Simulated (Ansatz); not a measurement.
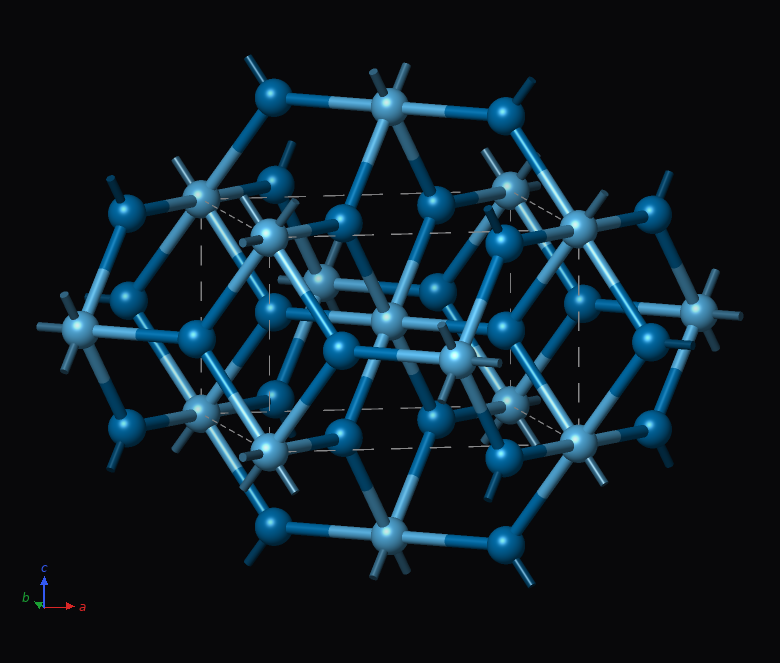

The picture shows a finite piece of the underlying net of a crystal structure, nodes on the atoms' positions. Nodes are coloured by topological kind. Short stubs are edges that leave the cut-out.

### What net is this?

A binodal (3,6)-connected, three-periodic net. It is the rtl net, known from rutile.

### Give point symbol and coordination sequence of each kind of node.

3-connected node: 4.6^2, sequence 3, 14, 19, 62; 6-connected node: 4^2.6^10.8^3, sequence 6, 10, 38, 34.

Origin of the net. PbO2 (space group P4_2/mnm, No. 136). Coordinates: coordinates from a relaxation with Ansatz 0.2.0, DFT, PBEsol, plane waves, PAW; the starting structure was generated, so it need not be a known form of this composition. Bonds are taken as O–Pb below 2.5 Å. Simplification: prune 0- and 1-connected atoms, fold 2-connected ones into links. O is a 3-connected node; Pb is a 6-connected node, in the ratio 2:1.
